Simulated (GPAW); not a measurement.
## GaP (F-43m): how ε∞ follows the gap

The empty bands of GaP (F-43m) are shifted up rigidly by Δ, and ε∞ is computed for each shift.

Cell: a, b, c = 3.854, 3.854, 3.854 Å (primitive vectors), 2 atoms.

Method: GPAW 26.7.0, LDA, RPA, k-mesh 11×11×11, local fields up to 50 eV, Lorentzian half width 0.15 eV.

Launch of the response step: `OMP_NUM_THREADS=1 python df.py`. The series took 1.9 min in all, its band step included, on 1 thread of Arm Neoverse N1 (shared host).

| Δ (eV) | ε∞ |
| --- | --- |
| 0.00 | 10.440 |
| 0.40 | 9.615 |
| 0.80 | 8.935 |
| 1.20 | 8.362 |
| 1.60 | ? |
| 2.00 | 7.451 |

With one effective transition at E₀ and fixed dipole strength, ε∞ − 1 = A/(E₀ + Δ), so 1/(ε∞ − 1) is linear in Δ.

Working, on the rows shown:

| x = Δ (eV) | y = 1/(ε∞ − 1) |
| --- | --- |
| 0 | 0.105932 |
| 0.4 | 0.116077 |
| 0.8 | 0.126024 |
| 1.2 | 0.135833 |
| 2 | 0.155015 |

Means: x̄ = 0.88, ȳ = 0.12778. Σ(x − x̄)(y − ȳ) = 0.05806, Σ(x − x̄)² = 2.368. Slope = 0.05806 / 2.368 = 0.02452; intercept = ȳ − slope · x̄ = 0.1062. Turned back into ε∞, the line misses the rows shown by at most 0.024.

Predict the last column of the withheld row from the fit.

At x = 1.6 the line gives y = 0.14543, that is 7.876. The run gave 7.873, so the interpolation is off by 0.0031, 0.1 % of the range in the table.

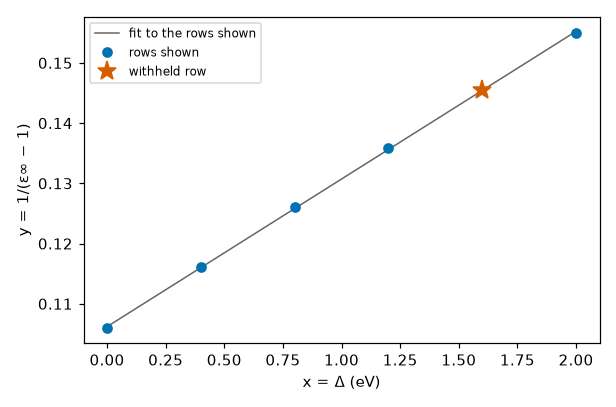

Refitted with all rows, the slope is 0.02453 and the intercept 0.1062. These give E₀ = intercept/slope = 4.3 eV, far above the least direct gap of 1.69 eV: most of the screening comes from transitions well over the edge. Over the first step ε∞ falls by 20 % per eV. Excitons are left out; LDA gaps are as a rule too small. The values come from a sum over the points of one k-mesh and carry its error, which grows as the direct gap shrinks. Spin-orbit coupling is left out.
